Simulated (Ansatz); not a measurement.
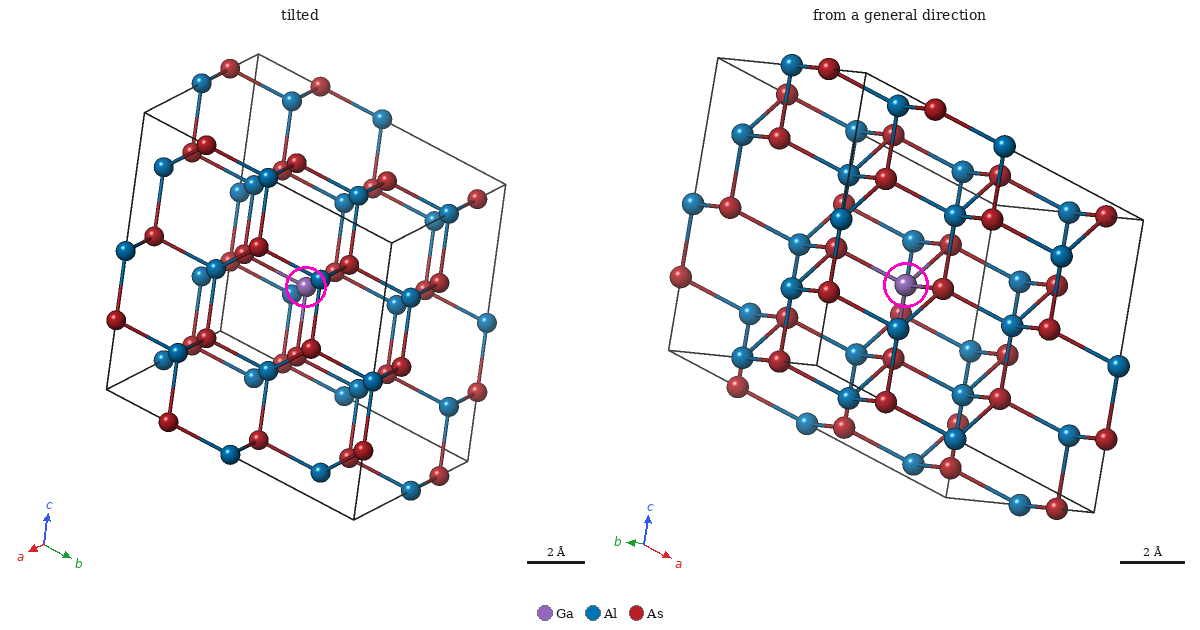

The figure gives a ball-and-stick picture of the atoms, viewed slightly off an axis and from a general direction. The wireframe shows the supercell. The host is AlAs, in a cell of 32 sites, and the cell carries a charge of -1. A ring marks the defect's site.

Where does the cell differ from the host, and how?

Gallium on an aluminium site (a substitutional impurity). It is bonded to four As in a tetrahedral arrangement at about 2.5 Å.

Electronic-structure method: Ansatz 0.2.0, DFT PBE, scalar-relativistic, plane waves, PAW. Parameters: a basis cut at 420 eV, a 2×2×2 k-point mesh, Gaussian smearing of 0.01 eV, collinear spins.

Does the defect carry a magnetic moment?

Yes, 0.5 μB in the cell.

The atoms were relaxed in the host's cell with DFT PBE, scalar-relativistic, plane waves, PAW in Ansatz 0.2.0.
